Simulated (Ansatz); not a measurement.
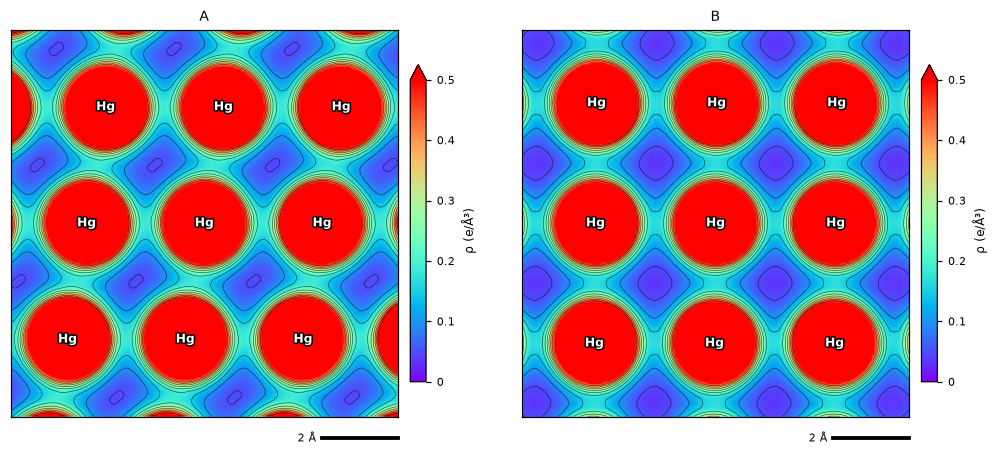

Hg. The valence electron density of two cells that differ in size and shape, on the (100) plane of each (indices in the axes of the calculation cell), at one length scale and on one colour scale; one has 29.3 and the other 32.3 Å³ an atom.

The calculation used DFT PBE, scalar-relativistic, plane waves, PAW in Ansatz.

The larger cell:

```cif
data_structure
_symmetry_space_group_name_H-M 'P 1'
_symmetry_Int_Tables_number 1
_cell_length_a 3.1841
_cell_length_b 3.1841
_cell_length_c 3.1841
_cell_angle_alpha 89.499
_cell_angle_beta 89.499
_cell_angle_gamma 89.499
_cell_volume 32.28
loop_
_atom_site_label
_atom_site_type_symbol
_atom_site_fract_x
_atom_site_fract_y
_atom_site_fract_z
_atom_site_occupancy
Hg1 Hg 0.00000 0.00000 0.00000 1
```

The smaller cell: a = 3.122 Å, b = 3.122 Å, c = 3.122 Å, α = 80.67°, β = 80.67°, γ = 80.67°.

Question: Which is the denser cell? Describe the effect of the change.

Answer: Panel A is the smaller cell, by 9 % in volume. From the larger cell to the smaller, Hg–Hg goes from 3.18 to 3.12 Å, and the density at its midpoint from 0.17 to 0.19 e/Å³; the pressure goes from −0.7 to 0.0 GPa.
